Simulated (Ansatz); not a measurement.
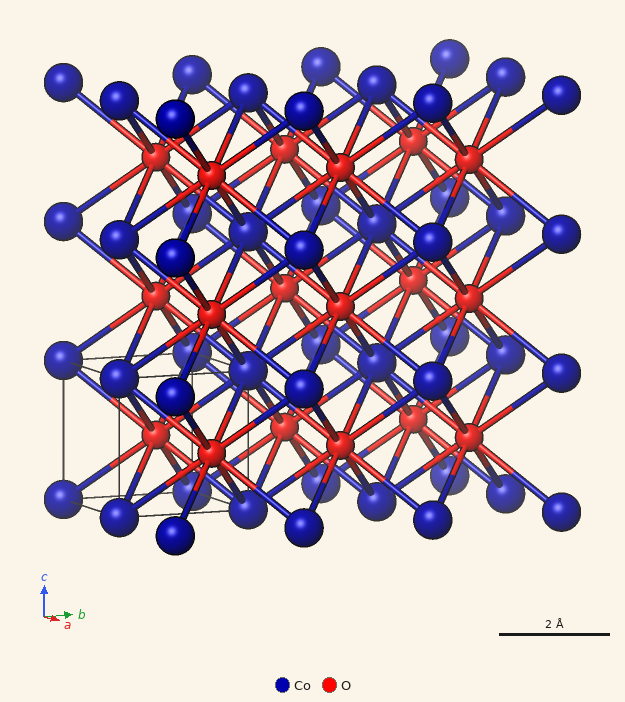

*The starting structure (ball-and-stick view of the cell of the calculation, repeated 2 × 3 × 3, seen slightly off an axis). An atom can appear more than once, as a periodic image.*

## Geometry relaxation, with input and output: CoO

System: CoO (Pm-3m, 2 atoms in the cell).
Method: DFT PBEsol, scalar-relativistic, plane waves, PAW, spin-polarised (Ansatz 0.2.0).

The structure was built on a prototype by a generator; it need not be a known phase. Figures and captions count atoms from 1; the log counts them from 0 in places.

What the program printed:
```
Engine: ansatz 0.2.0, aarch64-unknown-linux-gnu
Pseudopotentials: kind: paw
Pseudopotential: Co, paw, valence charge 17, recommended cutoff 420 eV (normal), Co.paw.azcp
Pseudopotential: O, paw, valence charge 6, recommended cutoff 420 eV (normal), O.paw.azcp
Functional definition: PBEsol
  exchange = pbesol_x
  correlation = pbesol_c
Crystal: 2 atoms, lattice volume = 17.023 Å³
Basis set: ecut = 420 eV, 341 PW (Γ), exchange–correlation on 36×36×36 points (8 copies of the dense FFT grid, shifted against one another)
Bands: 17, of which v1, the nominal top of the filled ones, is band 12 counted from 1 (11 counted from 0)
Symmetry: 48 space group operations
Space group: Pm-3m (ITA 221), of the structure as read, at distance tolerance 2.6e-5 Å
Magnetic group: BNS 221.92 (UNI 1594), of the structure as read, at distance tolerance 2.6e-5 Å
k-points: 165 of 4096
Non-local potential: Co, projectors of the file, l = 0: 3, l = 1: 2, l = 2: 3, l = 3: 1
Non-local potential: O, projectors of the file, l = 0: 2, l = 1: 2, l = 2: 1
PAW form: soft (Blöchl's): semilocal exchange-correlation on the pseudo side does not see the compensation charge
PAW frozen core: Co, regenerated for the run's functional, and the local potential with it (the file was generated under x = pbe(κ = 0.804, μ = 0.2195149727645171), c = pbe(β = 0.06672455060314922))
PAW frozen core: O, regenerated for the run's functional, and the local potential with it (the file was generated under x = pbe(κ = 0.804, μ = 0.2195149727645171), c = pbe(β = 0.06672455060314922))
PAW one-centre angular grid: Co, 590 points (default); XC on 64 Gauss nodes
PAW one-centre angular grid: O, 110 points (default); XC on 64 Gauss nodes
Initial density: superposition of atomic densities (chi_scale 0.1, normalization cell, long waves kept (reshape's long-wave potential 0.00 eV rms))
Starting moments: Σ|m| = 3 μB on 1 of 2 sites
Initial wavefunctions: pseudopotential atomic-orbital guess
Functional: x = pbesol(κ = 0.804, μ = 0.12345679012345678), c = pbesol(β = 0.046)
SCF iter   1: F=—  HF=-5655.589804 eV  |F-HF|=—  |Δ(HF+E_count)|=         —  Δρ=5.17e-1 (↑1.64e-1 ↓5.17e-1)  dr2=5.22e1  dr2_m=9.16e0  M=0.656 μB ∫|m|=0.700 μB  β_m=0.30  ethr=3.10e-3  ⟨swp⟩=4.8  Hψ=23678  notcnv=0
preconditioner: auto → none  [metal: Δε(μ)=0.007 eV  Ē_g=15.170 eV  σ=0.100 eV  W_gap=0.04  n_scr=6 (ndim 8)  ℏωp=34.9 eV  f_vac=0.000  D(μ)=1.39/eV (n_scr^D=18)  sad-step TF]
SCF iter   2: F=—  HF=-5652.581613 eV  |F-HF|=—  |Δ(HF+E_count)|=    3.01e0  Δρ=1.32e-1 (↑1.32e-1 ↓1.21e-1)  dr2=5.38e0  dr2_m=1.18e-1  M=3.007 μB ∫|m|=3.007 μB  β_m=0.30  ethr=3.10e-3  ⟨swp⟩=3.0  Hψ=14964  notcnv=0  defer=356
SCF iter   3: F=—  HF=-5651.700295 eV  |F-HF|=—  |Δ(HF+E_count)|=   8.81e-1  Δρ=7.26e-2 (↑7.26e-2 ↓5.29e-2)  dr2=1.19e0  dr2_m=1.08e-1  M=3.000 μB ∫|m|=3.001 μB  β_m=0.30  ethr=3.10e-3  ⟨swp⟩=3.0  Hψ=12887  notcnv=0  defer=225
Mixer restart at iter 3: flushing history
spin-set hold released at iteration 3 (the charge has settled, or the pull on large starting moments outlasts its swing): the magnetisation degrees of freedom join the quasi-Newton model from the next iteration; the mixer history was flushed
SCF iter   4: F=—  HF=-5651.707342 eV  |F-HF|=—  |Δ(HF+E_count)|=   7.05e-3  Δρ=1.07e-1 (↑2.99e-2 ↓1.07e-1)  dr2=1.44e0  dr2_m=6.28e-1  M=2.520 μB ∫|m|=2.524 μB  β_m=0.24  ethr=3.10e-3  ⟨swp⟩=3.0  Hψ=12606  notcnv=0  defer=219
SCF iter   5: F=—  HF=-5651.599033 eV  |F-HF|=—  |Δ(HF+E_count)|=   1.08e-1  Δρ=3.75e-2 (↑3.75e-2 ↓2.72e-2)  dr2=1.31e-1  dr2_m=9.21e-2  M=2.998 μB ∫|m|=3.000 μB  β_m=0.22  ethr=3.10e-3  ⟨swp⟩=2.1  Hψ=9667  notcnv=0  defer=202
SCF iter   6: F=—  HF=-5651.651673 eV  |F-HF|=—  |Δ(HF+E_count)|=   5.26e-2  Δρ=2.18e-2 (↑2.18e-2 ↓1.91e-2)  dr2=2.24e-2  dr2_m=4.79e-2  M=2.996 μB ∫|m|=3.002 μB  β_m=0.27  ethr=5.69e-4  ⟨swp⟩=2.4  Hψ=9045  notcnv=0  defer=201
SCF iter   7: F=—  HF=-5651.697842 eV  |F-HF|=—  |Δ(HF+E_count)|=   4.62e-2  Δρ=8.59e-3 (↑8.59e-3 ↓7.82e-3)  dr2=2.37e-3  dr2_m=9.00e-3  M=3.000 μB ∫|m|=3.017 μB  β_m=0.41  ethr=9.74e-5  ⟨swp⟩=2.0  Hψ=11118  notcnv=0  defer=205
SCF iter   8: F=—  HF=-5651.706604 eV  |F-HF|=—  |Δ(HF+E_count)|=   8.76e-3  Δρ=1.23e-3 (↑1.12e-3 ↓1.23e-3)  dr2=1.90e-4  dr2_m=1.45e-4  M=3.000 μB ∫|m|=3.027 μB  β_m=0.46  ethr=1.03e-5  ⟨swp⟩=2.0  Hψ=10253  notcnv=0  defer=205
SCF iter   9: F=—  HF=-5651.706649 eV  |F-HF|=—  |Δ(HF+E_count)|=   4.51e-5  Δρ=6.21e-4 (↑6.21e-4 ↓6.05e-4)  dr2=3.76e-5  dr2_m=3.66e-5  M=3.000 μB ∫|m|=3.029 μB  β_m=0.73  ethr=8.28e-7  ⟨swp⟩=2.3  Hψ=8366  notcnv=0  defer=205
SCF iter  10: F=—  HF=-5651.706682 eV  |F-HF|=—  |Δ(HF+E_count)|=   3.35e-5  Δρ=5.17e-4 (↑1.65e-4 ↓5.17e-4)  dr2=5.06e-5  dr2_m=8.00e-6  M=3.000 μB ∫|m|=3.029 μB  β_m=0.86  ethr=1.63e-7  ⟨swp⟩=2.1  Hψ=7508  notcnv=0  defer=205
SCF iter  11: F=—  HF=-5651.706681 eV  |F-HF|=—  |Δ(HF+E_count)|=   1.70e-6  Δρ=9.49e-5 (↑6.75e-5 ↓9.49e-5)  dr2=4.95e-7  dr2_m=9.29e-7  M=3.000 μB ∫|m|=3.030 μB  β_m=0.89  ethr=1.63e-7  ⟨swp⟩=1.5  Hψ=6781  notcnv=0  defer=205
SCF iter  12: F=—  HF=-5651.706681 eV  |F-HF|=—  |Δ(HF+E_count)|=   1.81e-7  Δρ=7.11e-5 (↑4.80e-5 ↓7.11e-5)  dr2=4.69e-7  dr2_m=4.68e-7  M=3.000 μB ∫|m|=3.030 μB  β_m=0.95  ethr=4.35e-10  ⟨swp⟩=6.8  Hψ=23346  notcnv=0
SCF iter  13: F=-5651.706681 eV  HF=-5651.706681 eV  |F-HF|=8.63e-9  |Δ(HF+E_count)|=  7.72e-10  Δρ=1.16e-5 (↑4.80e-6 ↓1.16e-5)  dr2=1.38e-8  dr2_m=3.91e-9  M=3.000 μB ∫|m|=3.030 μB  ethr=4.35e-10  ⟨swp⟩=2.7  Hψ=16758  notcnv=0
SCF 1 converged in 13 iterations: F = -5651.706681 eV  dr2 = 1.38e-8
  greatest PAW one-centre occupation: 1.004 electrons in one spin orbital (limit 2), on the Co atom at site 0 (counted from 0), in its partial waves of l = 1
relax step   1: F+E_penalty+E_count = -5651.70668088 eV  Δ(F+E_penalty+E_count) = +0.000e0 eV  max|allowed force component| = 9.171e-30 eV/Å  Δτ_max = 0.0000 Å  P = +0.011 GPa  Ω = 17.023 Å³  (13 SCF iters, dr2 threshold 1.00e-7 eV, accepted)
Initial density: handed on by an earlier stage of this run
Starting moments: Σ|m| = 3 μB on 1 of 2 sites; this step starts from the density that it was given
Initial wavefunctions: pseudopotential atomic-orbital guess (no wavefunctions were taken with the density)
iter 1 solved again at ethr=4.53e-9 eV; its pass at ethr=3.10e-3 eV (dr2=1.04e-6 eV) is discarded
SCF iter   1: F=—  HF=-5651.706681 eV  |F-HF|=—  |Δ(HF+E_count)|=         —  Δρ=1.19e-5 (↑4.88e-6 ↓1.19e-5)  dr2=1.50e-8  dr2_m=4.09e-9  M=3.000 μB ∫|m|=3.030 μB  β_m=0.30  ethr=4.53e-9  ⟨swp⟩=3.3  Hψ=41198  notcnv=0
preconditioner: auto → none  [metal: Δε(μ)=0.016 eV  Ē_g=14.652 eV  σ=0.100 eV  W_gap=0.09  n_scr=6 (ndim 8)  ℏωp=34.9 eV  f_vac=0.000  D(μ)=1.87/eV (n_scr^D=26)]
SCF iter   2: F=—  HF=-5651.706681 eV  |F-HF|=—  |Δ(HF+E_count)|=  6.91e-11  Δρ=5.46e-6 (↑3.19e-6 ↓5.46e-6)  dr2=6.14e-9  dr2_m=1.73e-9  M=3.000 μB ∫|m|=3.030 μB  β_m=0.28  ethr=6.51e-11  ⟨swp⟩=2.2  Hψ=7727  notcnv=0
SCF iter   3: F=—  HF=-5651.706681 eV  |F-HF|=—  |Δ(HF+E_count)|=  8.18e-10  Δρ=5.05e-6 (↑2.52e-6 ↓5.05e-6)  dr2=1.28e-9  dr2_m=1.37e-9  M=3.000 μB ∫|m|=3.030 μB  β_m=0.41  ethr=2.67e-11  ⟨swp⟩=1.9  Hψ=6475  notcnv=0
SCF iter   4: F=—  HF=-5651.706681 eV  |F-HF|=—  |Δ(HF+E_count)|=  3.32e-10  Δρ=2.56e-6 (↑9.28e-7 ↓2.56e-6)  dr2=3.50e-10  dr2_m=2.98e-10  M=3.000 μB ∫|m|=3.030 μB  β_m=0.39  ethr=5.57e-12  ⟨swp⟩=1.7  Hψ=6429  notcnv=0
SCF iter   5: F=—  HF=-5651.706681 eV  |F-HF|=—  |Δ(HF+E_count)|=  7.00e-11  Δρ=5.23e-7 (↑3.69e-7 ↓5.23e-7)  dr2=3.87e-12  dr2_m=2.96e-11  M=3.000 μB ∫|m|=3.030 μB  β_m=0.60  ethr=1.00e-12  ⟨swp⟩=4.0  Hψ=23882  notcnv=0
SCF iter   6: F=-5651.706681 eV  HF=-5651.706681 eV  |F-HF|=5.46e-12  |Δ(HF+E_count)|=  1.73e-11  Δρ=2.20e-7 (↑3.73e-8 ↓2.20e-7)  dr2=7.62e-12  dr2_m=1.90e-12  M=3.000 μB ∫|m|=3.030 μB  ethr=1.00e-12  ⟨swp⟩=5.0  Hψ=19691  notcnv=0
SCF 2 converged in 6 iterations: F = -5651.706681 eV  dr2 = 7.62e-12
relax step   2: F+E_penalty+E_count = -5651.70668089 eV  Δ(F+E_penalty+E_count) = -7.930e-9 eV  max|allowed force component| = 4.635e-30 eV/Å  Δτ_max = 0.0000 Å  P = +0.010 GPa  Ω = 17.023 Å³  stress off target by 9.68e-3 GPa  SCF on the basis re-selected at this cell (its energy is not comparable with the rows above)  (6 SCF iters)
```

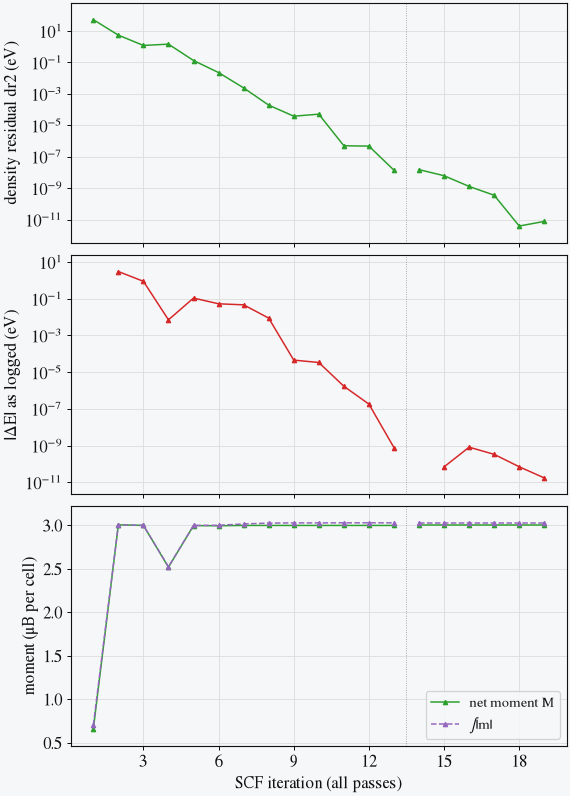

*Convergence of the self-consistent field: density residual dr2, size of the energy change and magnetic moment against the SCF iteration. The dotted lines part the SCF passes of the relaxation: geometry steps, rejected trials and re-solves on a re-selected basis.*

The passes take 13 and 6 iterations. The net moment goes from 0.7 to 3.0 μB per cell.

```
basis re-selected at this cell: Δ(F+E_penalty+E_count) = -7.930e-9 eV, ΔP = -0.001 GPa vs the last step (what re-selecting the basis moved, of the pressure what is left beyond the Pulay correction that the steps carried, after the strain that the cell walked since its last selection, with what the two solves' SCF thresholds leave and, on support functions, any second-order correction that the steps lacked; it is no measure of the basis error at this ecutwfc). This SCF's stress stands 9.68e-3 GPa from its target on what of the cell is left free (relax.cell.stress_tol is 5.00e-2 GPa) and its largest allowed force component is 4.63e-30 eV/Å (relax.f_tol is 1.00e-2 eV/Å): within both
SCF converged after 6 iterations
Magnetization: 3.0000 μB (13.0000 up, 10.0000 down)
Absolute magnetization: 3.0297 μB (∫|ρ↑−ρ↓|, with the PAW one-centre terms)
Spin contamination: 0.0082 ħ² per cell (⟨S²⟩ above its minimum at these occupations)
Per-site moments (μB) at R_I (Å): [(2.472113629910651, 0.9189742982264267), (0.4855898397070693, 0.9189742982264267)]
Free energy (F): -5651.706681 eV
Harris-Foulkes:  -5651.706681 eV  (|F-HF|=5.46e-12)
Internal energy: -5651.697343 eV  (E = F + TS)
E sigma→0 (E₀):  -5651.702012 eV
Entropy (-TS):   -0.009338 eV (-4.669 meV/atom)
Fermi energy:    16.031879 eV
--- Per-component energies (eV) ---
  E_band       = -256.681183
  E_kinetic    = 619.764003
  E_local      = -3193.724206  (includes V_loc(G=0)·N_el)
  E_nonlocal   = 514.551039
  E_hartree    = 1311.489632
  E_xc         = -227.497125
  E_vxc        = -293.941153  (∫ρ·V_xc dr)
  E_paw        = -1637.795121  (= ΣΔE_a)
  E_vpaw       = -526.312708  (= ΣTr[D̂ρ^β])
  E_aug_tail   = 0.002505  (compensation charges beyond the density's cutoff)
  E_ewald      = -3038.711777
  E_core_change = 0.223707  (= ΣΔE_core)
  E_smearing   = -0.009338  (= −TS)
  E_closure    = 0.000000  (closes the sum)
  Σ components = -5651.706681   (vs F -5651.706681, Δ=0.00e0)
--- Forces (eV/Å), atoms counted from 1 ---
  atom   1  Co    -0.00000000     0.00000000     0.00000000
  atom   2  O      0.00000000    -0.00000000     0.00000000
  max |Σ_I F_I| component: 6.51e-30 eV/Å
--- Stress (GPa, compression-positive) ---
        0.009679      -0.000000       0.000000
       -0.000000       0.009679       0.000000
        0.000000       0.000000       0.009679
  P = ⅓ Tr σ = 0.0097 GPa (0.097 kbar)
--- Band table (eV; the first three rows and the last of 330) ---
  k-point 0 ↑: bands = ["-80.6915", "-44.0426", "-44.0426", "-44.0426", "-4.7919", "11.5312", "11.5312", "12.9883", "12.9883", "12.9883", "13.5928", "13.5928", "13.5928", "16.9333", "31.5467", "31.5467", "36.3985"]
  k-point 1 ↑: bands = ["-80.6911", "-44.0472", "-44.0422", "-44.0422", "-4.7471", "11.3924", "11.5450", "12.7792", "12.7792", "12.8588", "13.5960", "13.8155", "13.8155", "17.2211", "31.3127", "31.5658", "36.3242"]
  k-point 2 ↑: bands = ["-80.6898", "-44.0604", "-44.0411", "-44.0411", "-4.6164", "10.8534", "11.5844", "12.4341", "12.4341", "12.7893", "13.6051", "14.1996", "14.1996", "17.8907", "30.6591", "31.6226", "36.0948"]
  k-point 164 ↓: bands = ["-77.6782", "-41.2363", "-41.2363", "-41.2363", "-0.6676", "9.4093", "9.4093", "9.4093", "16.9466", "16.9466", "18.2633", "18.2633", "18.2633", "23.0957", "23.0957", "23.0957", "32.4914"]
--- Relaxed structure (1 steps of the walk, 1 accepted, 1 SCFs on fresh bases) ---
  F+E_penalty+E_count = -5651.70668089 eV   max|allowed force component| = 4.635e-30 eV/Å   (the final SCF, on the basis selected at the relaxed cell)
  cell:  # Å, volume = 17.0234 Å³
    - [2.5724608895, 0.0, 0.0]
    - [0.0, 2.5724608895, 0.0]
    - [0.0, 0.0, 2.5724608895]
  atoms:
    - { symbol: Co, position: [0.0, 0.0, 0.0] }
    - { symbol: O, position: [0.5, 0.5, 0.5] }
--- Löwdin populations: 2 sites ---
  site symbol       q [e]    m [muB]
     0     Co     15.9903     2.4456
     1      O      6.8723     0.5679
  spilling = 0.005973 (of n_electrons = 23.000000)
```

File populations.tsv:
```
# site	symbol	l	j	q_up	q_dn
# orbitals = lowdin
# n_electrons = 23.000000
# spilling = 0.005973
0	Co	0_3S	-	0.994894	0.995028
0	Co	0_4S	-	0.251456	0.258054
0	Co	1_3P	-	2.998770	2.998219
0	Co	2_3D	-	4.972833	2.521028
1	O	0_2S	-	0.951194	0.924224
1	O	1_2P	-	2.768946	2.227984
```

Trajectory as extended XYZ (Å, eV, eV/Å), 2 frames, from step=1 to step=2:
```
2
Lattice="2.5725 0.0000 0.0000 0.0000 2.5725 0.0000 0.0000 0.0000 2.5725" Properties=species:S:1:pos:R:3:forces:R:3 step=1 energy=-5651.70668 pressure_GPa=0.01
Co    0.0000    0.0000    0.0000    0.0000   0.0000   0.0000
O     1.2862    1.2862    1.2862    0.0000   0.0000   0.0000
2
Lattice="2.5725 0.0000 0.0000 0.0000 2.5725 0.0000 0.0000 0.0000 2.5725" Properties=species:S:1:pos:R:3:forces:R:3 step=2 energy=-5651.70668 pressure_GPa=0.01
Co    0.0000    0.0000    0.0000    0.0000   0.0000   0.0000
O     1.2862    1.2862    1.2862    0.0000   0.0000   0.0000
```

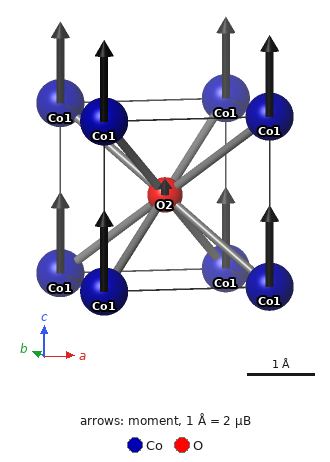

*Magnetic moments of the sites as black arrows (ball-and-stick view of the cell of the calculation, seen slightly off an axis; atoms are numbered from 1 in the order of the input); small moments hardly show. The run is collinear, so the axis drawn is arbitrary.*

Site moments: Co1 (2.47 μB); O2 (0.49 μB). They are counted near the atoms and needn't add up to the moment of the cell.

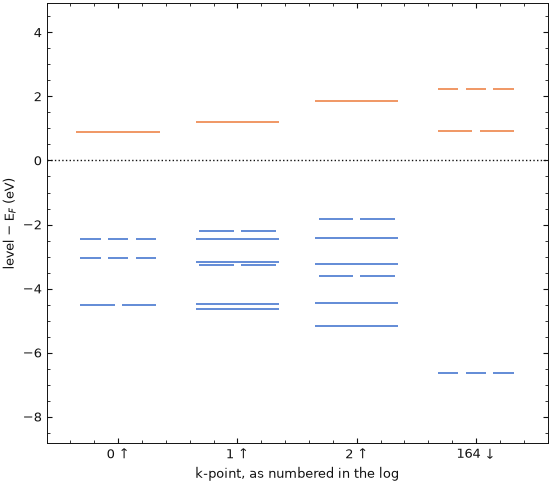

*Kohn–Sham levels near the Fermi level (dotted) at the few k-points that the log prints; levels within 0.02 eV of each other stand side by side.*

The system is metallic on the full mesh.

This output came from the following input.

Input file:
```yaml
crystal:
  lattice:
    - [2.5724608895, 0.0, 0.0]
    - [0.0, 2.5724608895, 0.0]
    - [0.0, 0.0, 2.5724608895]
  atoms:
    - { symbol: Co, position: [0.0, 0.0, 0.0], spin: 3.0 }
    - { symbol: O, position: [0.5, 0.5, 0.5] }
basis:
  ecutwfc: 420
kpoints:
  mp_grid: { grid: [16, 16, 16] }
hamiltonian:
  xc: pbesol
scf:
  occupations: { method: gaussian, width: 0.1 }
  lower_state_search: "off"
output:
  forces: true
  stress: true
  eigenvalues: true
  populations: true
magnetization:
  spin_polarized: true
relax:
  adjacent_minimum: "off"
  f_tol: 0.01
  max_steps: 60
  cell: { stress_tol: 0.05 }
```

Command:
```bash
ansatz run input.yaml --threads 1 --pin off --max-ram 2560MiB --backend cpu --events-out ev --progress --plain --runs-dir out
```

Results in brief:

- outcome: converged
- space group (tolerance 0.01 Å): Pm-3m (221)
- electrons treated: 23
- free energy: −5651.7067 eV
- Fermi energy: 16.032 eV
- gap on the k-point mesh: none (metallic)
- net moment of the cell: 3.00 μB
- integrated absolute moment: 3.03 μB
- pressure: 0.01 GPa
- final volume: 17.02 Å³
- largest force (length of the vector) at the end: under 0.001 eV/Å
- final cell: a = 2.572 Å, b = 2.572 Å, c = 2.572 Å, α = 90.00°, β = 90.00°, γ = 90.00°
- hardware: 1 thread of Arm Neoverse V1, 24 GiB of memory available, shared host
- wall time: 18 s
- peak memory: 0.36 GiB
